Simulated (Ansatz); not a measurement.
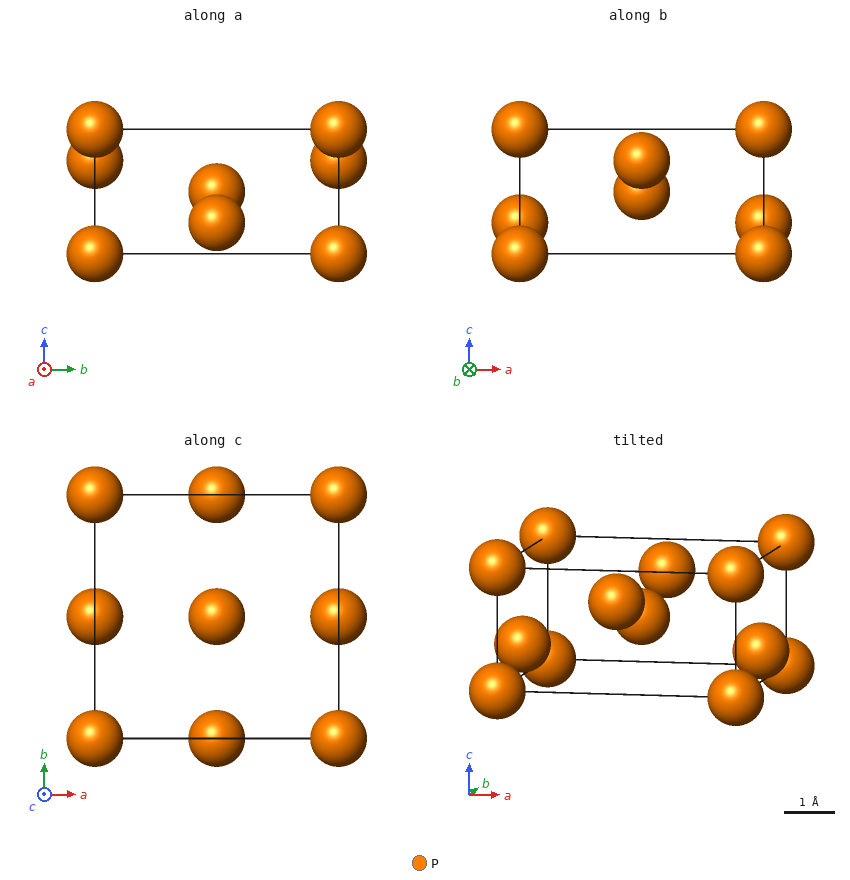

Drawn in the spheres-only manner and seen along the a axis, along the b axis, along the c axis and slightly off an axis. The conventional unit cell is drawn as a box.

Lattice parameters: a = 4.8953 Å, b = 4.8953 Å, c = 2.5000 Å, α = 90.000°, β = 90.000°, γ = 90.000°.

### From the views, write a CIF in P1 with every atom of the cell.

```cif
data_structure
_symmetry_space_group_name_H-M 'P 1'
_symmetry_Int_Tables_number 1
_cell_length_a 4.8953
_cell_length_b 4.8953
_cell_length_c 2.5000
_cell_angle_alpha 90.000
_cell_angle_beta 90.000
_cell_angle_gamma 90.000
_cell_volume 59.91
loop_
_atom_site_label
_atom_site_type_symbol
_atom_site_fract_x
_atom_site_fract_y
_atom_site_fract_z
_atom_site_occupancy
P1 P 0.0000 0.0000 0.0000 1
P2 P 0.0000 0.5000 0.2500 1
P3 P 0.5000 0.5000 0.5000 1
P4 P 0.5000 0.0000 0.7500 1
```

The cell started as a structure type filled with this element by a generator (whether the element takes this form wasn't checked). The structure drawn was relaxed with Ansatz 0.2.0, DFT r2SCAN, scalar-relativistic, plane waves, PAW.
